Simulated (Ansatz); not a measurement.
Consider Si6W (slab).

```cif
data_structure
_symmetry_space_group_name_H-M 'P 1'
_symmetry_Int_Tables_number 1
_cell_length_a 3.8417
_cell_length_b 3.8417
_cell_length_c 25.7913
_cell_angle_alpha 90.000
_cell_angle_beta 90.000
_cell_angle_gamma 90.000
_cell_volume 380.65
loop_
_atom_site_label
_atom_site_type_symbol
_atom_site_fract_x
_atom_site_fract_y
_atom_site_fract_z
_atom_site_occupancy
Si1 Si 0.00000 0.50000 0.32957 1
Si2 Si 0.00000 0.00000 0.38223 1
Si3 Si 0.50000 0.00000 0.43490 1
Si4 Si 0.50000 0.50000 0.48691 1
Si5 Si 0.00000 0.50000 0.53701 1
Si6 Si 0.00000 0.00000 0.60318 1
W1 W 0.50000 0.50000 0.59244 1
```

The program warned that a starting moment wasn't kept; spin-polarised, but the moments vanished.

Computed with DFT PBEsol, scalar-relativistic, plane waves, PAW in Ansatz.

**What will maps of the valence pseudo-density and electron localisation function show?**

Si–W (2.72 Å): ρ at the midpoint is about 0.39 e/Å³; the ELF peaks at about 0.70 in the valence shell of Si, 1.0 Å from its nucleus, and is about 0.45 at the midpoint.

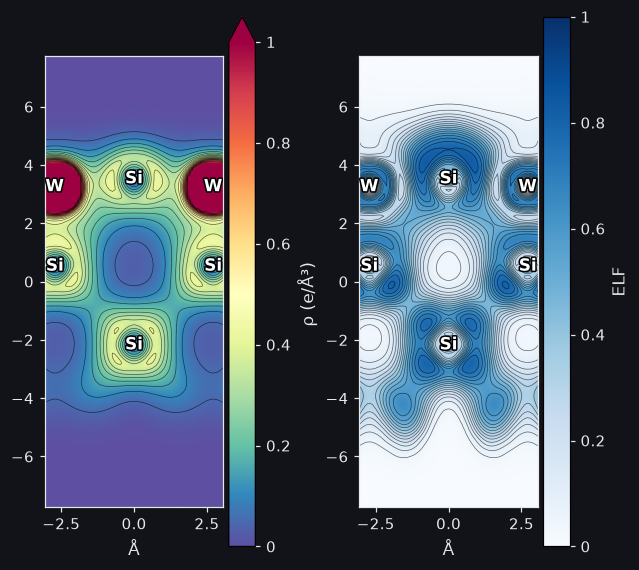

Computed valence pseudo-density and electron localisation function on the (11̄0) plane of the calculation cell, a cut from vacuum to vacuum, in this order. 
